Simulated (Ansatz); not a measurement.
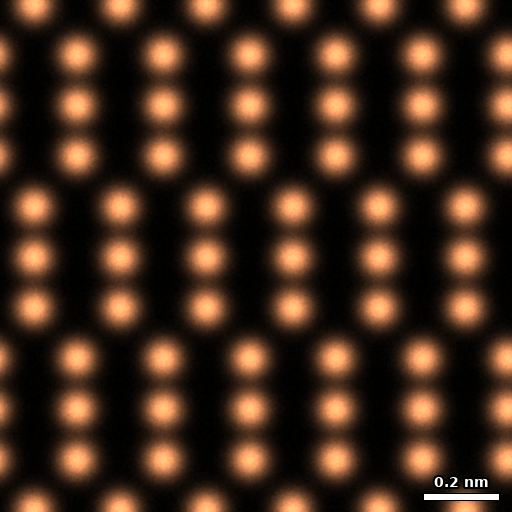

HAADF-like image of a crystal. Simulation: incoherent imaging, intensity Z^1.7 per atom, probe width 0.78 Å, thin sample. The probe carries 15 % of its weight in a tail 2.5 times as wide. Shot noise was added.

> Measure the repeat of the pattern.

The pattern repeats on a centred rectangular net of 2.4 × 8.3 Å.

> Which plane group does this projection have?

c2mm: perpendicular mirror lines on a centred net, with further twofold points between them.

> How many columns does the smallest repeating cell hold, and how many levels of brightness?

3 columns in the primitive cell of 9.8 Å², all of one brightness.

The crystal is Ge (P6/mmm, No. 191) seen along [101]. Structure: coordinates from a relaxation with DFT, LDA (PW92), plane waves (420 eV) with PAW, scalar-relativistic (Ansatz 0.2.0); the starting structure was generated, so it need not be a known form of this composition.
